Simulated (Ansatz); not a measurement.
## What a change does: geometry relaxation on BN

System: BN (F-43m, 2 atoms in the cell).
Method of run A: Kohn-Sham DFT of a periodic cell, RPBE, all-electron LAPW, scalar-relativistic, no spin polarisation (Ansatz 0.2.0).

The structure derives from a Materials Project entry. Text and figures count atoms from 1; the logs count them from 0 in places.

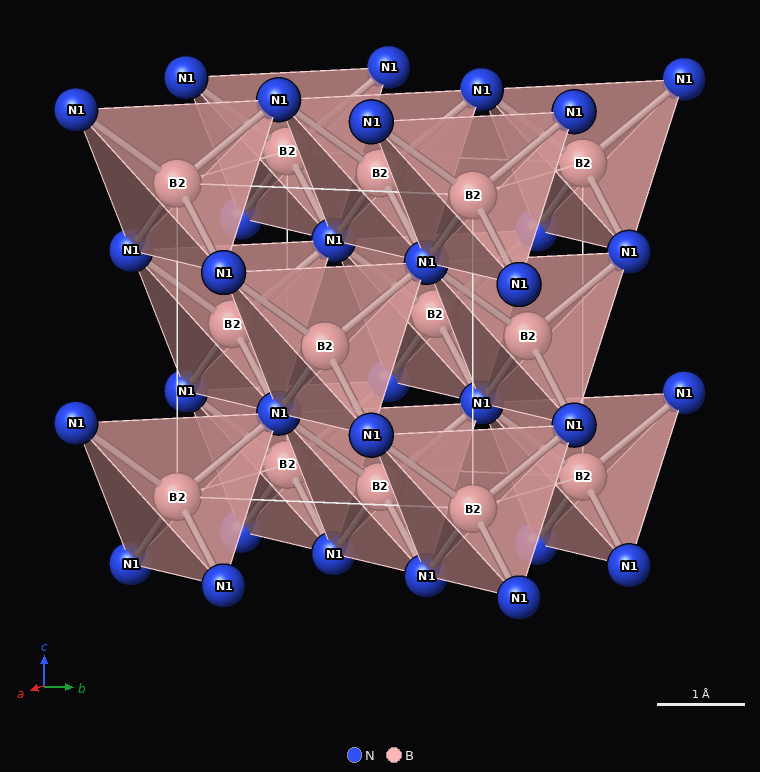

The input geometry (polyhedral view of the cell 4 times as large as that of the calculation, set on its symmetry axes, seen slightly off an axis; polyhedra are completed across the faces of the cell; atoms are numbered from 1 in the order of the input).

### The input, run A
```yaml
crystal:
  lattice:
    - [0.0, 1.813001, 1.813001]
    - [1.813001, 0.0, 1.813001]
    - [1.813001, 1.813001, 0.0]
  atoms:
    - { symbol: "N", position: [0.25, 0.25, 0.25] }
    - { symbol: B, position: [0.0, 0.0, 0.0] }
kpoints:
  mp_grid: { grid: [13, 13, 13] }
scf:
  occupations: { method: fermi_dirac, width: 0.05 }
hamiltonian:
  xc: rpbe
  pseudopotentials: { kind: all_electron, lapw: { basis_error: 0.001 } }
output:
  forces: true
  stress: true
relax:
  f_tol: 0.01
  max_steps: 60
  cell: {}
```

Launched with:
```bash
ansatz run input.yaml --threads 1 --pin off --max-ram 3072MiB --backend cpu --events-out ev --progress --plain --runs-dir out
```

Hardware: 1 thread of Arm Neoverse V2, 24 GiB of memory available, shared host.

### Output, shortened to warnings, some set-up lines, iterations and results (run A)
```
Basis set: ecut = 472.5871513249528 eV, 283 PW (Γ), exchange–correlation at level 2
Symmetry: 24 space group operations
k-points: 84 of 2197 (time reversal used)
Initial density: superposition of atomic densities (chi_scale 0.1, normalization cell, long waves kept (reshape's long-wave potential 0.00 eV rms))
[...]
SCF iter   1: F=—  HF=-2172.063860 eV  |F-HF|=—  |Δ(HF+E_count)|=         —  Δρ=1.52e-1  dr2=2.22e0  ethr=1.85e-2  ⟨swp⟩=2.0  Hψ=6332  notcnv=0
SCF iter   2: F=—  HF=-2171.253285 eV  |F-HF|=—  |Δ(HF+E_count)|=   8.11e-1  Δρ=5.27e-2  dr2=2.13e-1  ethr=1.77e-3  ⟨swp⟩=2.0  Hψ=4499  notcnv=0
SCF iter   3: F=—  HF=-2171.189426 eV  |F-HF|=—  |Δ(HF+E_count)|=   6.39e-2  Δρ=2.41e-2  dr2=4.75e-2  ethr=1.77e-3  ⟨swp⟩=2.3  Hψ=2500  notcnv=0
SCF iter   4: F=—  HF=-2171.188344 eV  |F-HF|=—  |Δ(HF+E_count)|=         —  Δρ=8.55e-3  dr2=6.18e-3  ethr=3.96e-4  ⟨swp⟩=2.0  Hψ=2432  notcnv=0
SCF iter   5: F=—  HF=-2171.188614 eV  |F-HF|=—  |Δ(HF+E_count)|=   2.70e-4  Δρ=1.47e-3  dr2=1.97e-4  ethr=5.15e-5  ⟨swp⟩=2.3  Hψ=2485  notcnv=0
[... 15 lines ...]
relax step   3: F+E_penalty+E_count = -2171.19156236 eV  Δ(F+E_penalty+E_count) = -5.474e-4 eV  max|allowed force component| = 5.551e-17 eV/Å  Δτ_max = 0.0000 Å  P = +0.046 …
SCF iter   1: F=—  HF=-2171.191562 eV  |F-HF|=—  |Δ(HF+E_count)|=         —  Δρ=1.79e-5  dr2=1.29e-8  ethr=1.08e-10  ⟨swp⟩=4.4  Hψ=4501  notcnv=0
SCF iter   2: F=-2171.191562 eV  HF=-2171.191562 eV  |F-HF|=1.15e-8  |Δ(HF+E_count)|=   2.64e-8  Δρ=9.74e-6  dr2=4.27e-9  ethr=1.08e-10  ⟨swp⟩=2.9  Hψ=2220  notcnv=0
SCF 4 converged in 2 iterations: F = -2171.191562 eV  dr2 = 4.27e-9
relax step   4: F+E_penalty+E_count = -2171.19156160 eV  Δ(F+E_penalty+E_count) = +7.603e-7 eV  max|allowed force component| = 5.551e-17 eV/Å  Δτ_max = 0.0000 Å  P = +0.047 …
basis re-selected at this cell: Δ(F+E_penalty+E_count) = +7.603e-7 eV, ΔP = +0.001 GPa vs the last step (what re-selecting the basis moved, after the strain that the cell walked since its last selection, with what the two solves' SCF thresholds leave and, on support functions, any second-order …
SCF converged after 2 iterations
Free energy (F): -2171.191562 eV
Harris-Foulkes:  -2171.191562 eV  (|F-HF|=1.15e-8)
Internal energy: -2171.191562 eV  (E = F + TS)
E sigma→0 (E₀):  -2171.191562 eV
Fermi energy:    13.464717 eV
--- Per-component energies (eV) ---
  E_band       = -1025.391238
  E_kinetic    = 2163.976136
  E_xc         = -302.694539
  E_electrostatic = -4032.473158  (all electrons and nuclei)
  E_smearing   = -0.000000  (= −TS)
  E_closure    = 0.000000  (closes the sum)
  E_atoms      = -2154.646641  (free atoms, spherical and without spin; not in F)
  Σ components = -2171.191562   (vs F -2171.191562, Δ=0.00e0)
  Basis errors (estimates in eV, not in F): energy 5.5e-4 per atom: plane waves 5.2e-4 (3.4e-4 summed), levels above the bands 4.5e-70, relativity 2.7e-8, radial functions 2.8e-5, core shells 0.0e0; eigenvalues (radial functions only) 3.2e-6; not estimated: angular momenta, meshes, grids; target …
--- Forces (eV/Å), atoms counted from 1 ---
  atom   1  N     -0.00000000     0.00000000    -0.00000000
  atom   2  B      0.00000000    -0.00000000    -0.00000000
  max |Σ_I F_I| component: 6.48e-17 eV/Å
--- Stress (GPa, compression-positive) ---
        0.047399      -0.000000       0.000000
       -0.000000       0.047399      -0.000000
        0.000000      -0.000000       0.047399
  P = ⅓ Tr σ = 0.0474 GPa (0.474 kbar)
--- Relaxed structure (3 steps of the walk, 3 accepted, 1 SCFs on fresh bases) ---
  F+E_penalty+E_count = -2171.19156160 eV   max|allowed force component| = 5.551e-17 eV/Å   (the final SCF, on the basis selected at the relaxed cell)
  cell:  # Å, volume = 12.0923 Å³
    - [-1.528611609868677e-34, 1.8217671075815778, 1.8217671075815778]
    - [1.8217671075815778, -7.006136545231436e-34, 1.8217671075815778]
    - [1.8217671075815778, 1.8217671075815778, 5.22275633371798e-34]
  atoms:
    - { symbol: N, position: [0.24999999999999997, 0.24999999999999997, 0.24999999999999997] }
    - { symbol: B, position: [-6.63930254446645e-35, 1.062288407114632e-34, 5.311442035573159e-35] }
```

Run B used a changed input.

### The two runs side by side

```csv
quantity,run A,run B
outcome,converged,converged
free energy per atom (eV),−1085.5958,−1086.2513
pressure (GPa),0.05,0.00
volume per atom (Å³),6.05,5.73
largest force (eV/Å),0.000,0.000
SCF iterations,17,21
irreducible k-points,84,84
wall time (shared host),18 s,22 s
```

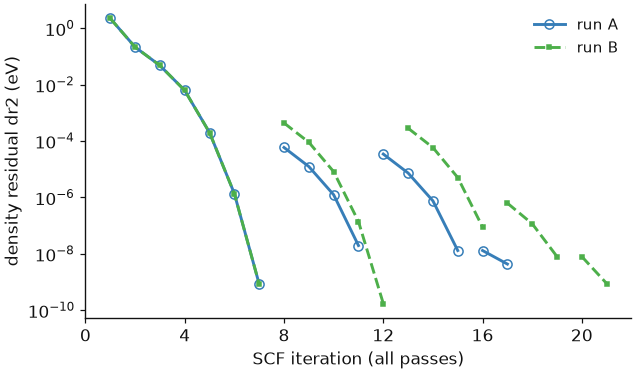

Convergence of the two runs: density residual dr2 against the SCF iteration. A break in a curve parts two SCF passes. Run A takes 17 iterations in all, and run B takes 21.

What was changed in the input?

The change (lines with − go, lines with + come):
```diff
+  dispersion: d3bj
-  f_tol: 0.01
+  f_tol: 0.02
```

The total energies belong to different models, so their difference says nothing on which is more stable or more accurate. The volume per atom goes from 6.05 to 5.73 Å³. The SCF takes 21 iterations over all geometry steps against 17.

### Output, shortened to warnings, some set-up lines, iterations and results (run B)
```
Basis set: ecut = 472.5871513249528 eV, 283 PW (Γ), exchange–correlation at level 2
Symmetry: 24 space group operations
k-points: 84 of 2197 (time reversal used)
Initial density: superposition of atomic densities (chi_scale 0.1, normalization cell, long waves kept (reshape's long-wave potential 0.00 eV rms))
[...]
SCF iter   1: F=—  HF=-2173.356602 eV  |F-HF|=—  |Δ(HF+E_count)|=         —  Δρ=1.52e-1  dr2=2.22e0  ethr=1.85e-2  ⟨swp⟩=2.0  Hψ=6332  notcnv=0
SCF iter   2: F=—  HF=-2172.546027 eV  |F-HF|=—  |Δ(HF+E_count)|=   8.11e-1  Δρ=5.27e-2  dr2=2.13e-1  ethr=1.77e-3  ⟨swp⟩=2.0  Hψ=4499  notcnv=0
SCF iter   3: F=—  HF=-2172.482167 eV  |F-HF|=—  |Δ(HF+E_count)|=   6.39e-2  Δρ=2.41e-2  dr2=4.75e-2  ethr=1.77e-3  ⟨swp⟩=2.3  Hψ=2500  notcnv=0
SCF iter   4: F=—  HF=-2172.481086 eV  |F-HF|=—  |Δ(HF+E_count)|=         —  Δρ=8.55e-3  dr2=6.18e-3  ethr=3.96e-4  ⟨swp⟩=2.0  Hψ=2432  notcnv=0
SCF iter   5: F=—  HF=-2172.481356 eV  |F-HF|=—  |Δ(HF+E_count)|=   2.70e-4  Δρ=1.47e-3  dr2=1.97e-4  ethr=5.15e-5  ⟨swp⟩=2.3  Hψ=2485  notcnv=0
[... 21 lines ...]
relax step   4: F+E_penalty+E_count = -2172.50250352 eV  Δ(F+E_penalty+E_count) = -1.213e-5 eV  max|allowed force component| = 3.701e-17 eV/Å  Δτ_max = 0.0000 Å  P = -0.000 …
SCF iter   1: F=—  HF=-2172.502505 eV  |F-HF|=—  |Δ(HF+E_count)|=         —  Δρ=1.04e-5  dr2=7.85e-9  ethr=6.54e-11  ⟨swp⟩=3.2  Hψ=4096  notcnv=0
SCF iter   2: F=-2172.502505 eV  HF=-2172.502505 eV  |F-HF|=1.90e-9  |Δ(HF+E_count)|=   3.74e-9  Δρ=3.39e-6  dr2=8.71e-10  ethr=6.54e-11  ⟨swp⟩=2.8  Hψ=2219  notcnv=0
SCF 5 converged in 2 iterations: F = -2172.502505 eV  dr2 = 8.71e-10
relax step   5: F+E_penalty+E_count = -2172.50250523 eV  Δ(F+E_penalty+E_count) = -1.708e-6 eV  max|allowed force component| = 9.252e-17 eV/Å  Δτ_max = 0.0000 Å  P = -0.003 …
basis re-selected at this cell: Δ(F+E_penalty+E_count) = -1.708e-6 eV, ΔP = -0.003 GPa vs the last step (what re-selecting the basis moved, after the strain that the cell walked since its last selection, with what the two solves' SCF thresholds leave and, on support functions, any second-order …
SCF converged after 2 iterations
Free energy (F): -2172.502505 eV
Harris-Foulkes:  -2172.502505 eV  (|F-HF|=1.90e-9)
Internal energy: -2172.502505 eV  (E = F + TS)
E sigma→0 (E₀):  -2172.502505 eV
Fermi energy:    14.369117 eV
--- Per-component energies (eV) ---
  E_band       = -1016.387119
  E_kinetic    = 2168.415343
  E_xc         = -303.793009
  E_electrostatic = -4035.773717  (all electrons and nuclei)
  E_disp       = -1.351123  (pairwise vdW)
  E_smearing   = -0.000000  (= −TS)
  E_closure    = 0.000000  (closes the sum)
  E_atoms      = -2154.646641  (free atoms, spherical and without spin; not in F)
  Σ components = -2172.502505   (vs F -2172.502505, Δ=0.00e0)
  Basis errors (estimates in eV, not in F): energy 5.6e-4 per atom: plane waves 5.3e-4 (3.4e-4 summed), levels above the bands 2.3e-77, relativity 2.6e-8, radial functions 2.9e-5, core shells 0.0e0; eigenvalues (radial functions only) 3.5e-6; not estimated: angular momenta, meshes, grids; target …
--- Forces (eV/Å), atoms counted from 1 ---
  atom   1  N      0.00000000    -0.00000000     0.00000000
  atom   2  B      0.00000000     0.00000000    -0.00000000
  max |Σ_I F_I| component: 3.70e-17 eV/Å
--- Stress (GPa, compression-positive) ---
       -0.002945      -0.000000      -0.000000
       -0.000000      -0.002945       0.000000
       -0.000000       0.000000      -0.002945
  P = ⅓ Tr σ = -0.0029 GPa (-0.029 kbar)
--- Relaxed structure (4 steps of the walk, 4 accepted, 1 SCFs on fresh bases) ---
  F+E_penalty+E_count = -2172.50250523 eV   max|allowed force component| = 9.252e-17 eV/Å   (the final SCF, on the basis selected at the relaxed cell)
  cell:  # Å, volume = 11.4621 Å³
    - [-6.085501183550198e-34, 1.7895512763284853, 1.7895512763284853]
    - [1.7895512763284853, 4.711768716441476e-34, 1.7895512763284853]
    - [1.7895512763284853, 1.7895512763284853, 9.539318450785786e-35]
  atoms:
    - { symbol: N, position: [0.25, 0.25, 0.25] }
    - { symbol: B, position: [1.7704806785243875e-35, -6.417992459650905e-35, -1.5491705937088387e-35] }
```
